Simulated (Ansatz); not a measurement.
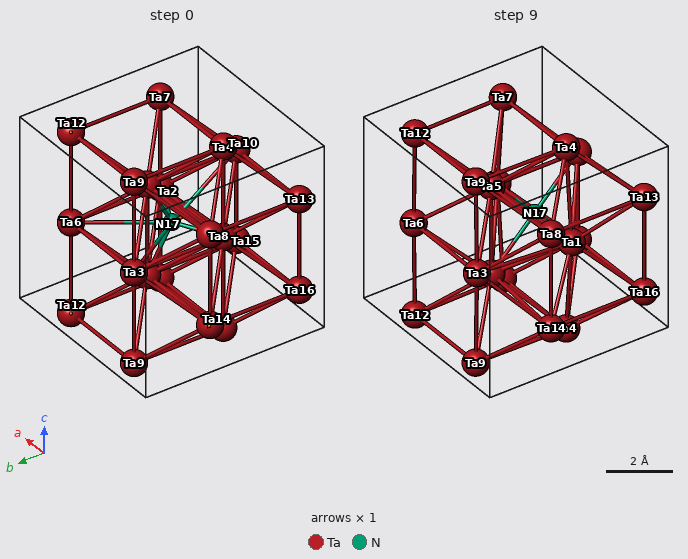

The structure of a defect cell of composition Ta₁₆N before (left) and after (right) a relaxation, at one scale. The orange arrows give the displacements, at their true length.

A ball-and-stick model of the cell of the calculation (origin shifted), seen from a free direction.

Case: N interstitial, charge +0, atoms relaxed. The atoms of the start lie slightly off their symmetric places, so part of the fall in energy undoes that.

Theory: Ansatz, DFT PBE, scalar-relativistic, plane waves, PAW. Settings: plane-wave cutoff 420 eV; k-point mesh 4 × 4 × 4; occupations gaussian; smearing width 0.1 eV; mesh shifted by (0.5, 0.5, 0.5); no spin polarisation; atoms relaxed in a fixed cell; force threshold 0.02 eV/Å; at most 60 steps.

### Describe what moved and what it gained.

The largest move is that of the N atom, 0.78 Å roughly along −b. Largest moves by element: N 0.78 Å, Ta 0.31 Å. The cell doesn't change. Among the contacts that change: N–Ta 2.933 → 3.714 Å, N–Ta 3.002 → 2.270 Å, N–Ta 2.972 → 2.270 Å, N–Ta 3.069 → 3.714 Å. Among the angles between lasting bonds that change: Ta–N–Ta 127.1° → 180.0°, Ta–N–Ta 125.9° → 90.0°, Ta–N–Ta 149.2° → 180.0°. Over 8 accepted moves (9 points after the start) the energy falls by 3.066 eV per cell of the calculation. Largest force component: 8.4 eV/Å at the start, 0.0085 eV/Å at the end. 1 step only repeated the SCF at the same geometry. The run took 13 min on 4 threads of Intel(R) Xeon(R) Processor @ 2.50GHz (Skylake/Cascade Lake) (shared host), peak memory 1.6 GiB.

Limits of the set-up: the cell has an odd number of electrons but was run without spin polarisation; the periodic images lie only 6.6 Å apart, so the values are limited by the cell's size.
